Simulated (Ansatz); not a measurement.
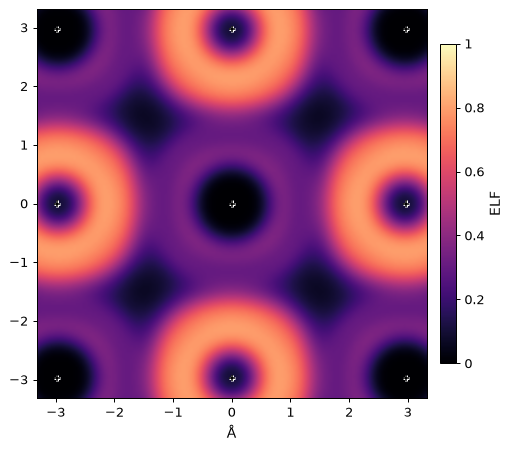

The electron localisation function on a plane through atoms (crosses mark nuclei in the plane).

The calculation used DFT PBEsol, scalar-relativistic, plane waves, PAW (Ansatz 0.2.0).

Candidates:
A. SnSe, a = 5.95 Å, b = 5.95 Å, c = 5.95 Å, α = 90.00°, β = 90.00°, γ = 90.00°. Space group Fm-3m.
B. CuO, a = 2.89 Å, b = 2.89 Å, c = 5.09 Å, α = 89.96°, β = 89.96°, γ = 89.85°. Space group Cccm; a structure from a database of computed crystals, not necessarily the ambient phase; computed without spin polarisation.

> Which candidate gave the map?

Candidate A: SnSe on the (010) plane of the conventional cell, which holds Sn and Se. Sn–Se (2.97 Å): the ELF is about 0.40 at the midpoint.
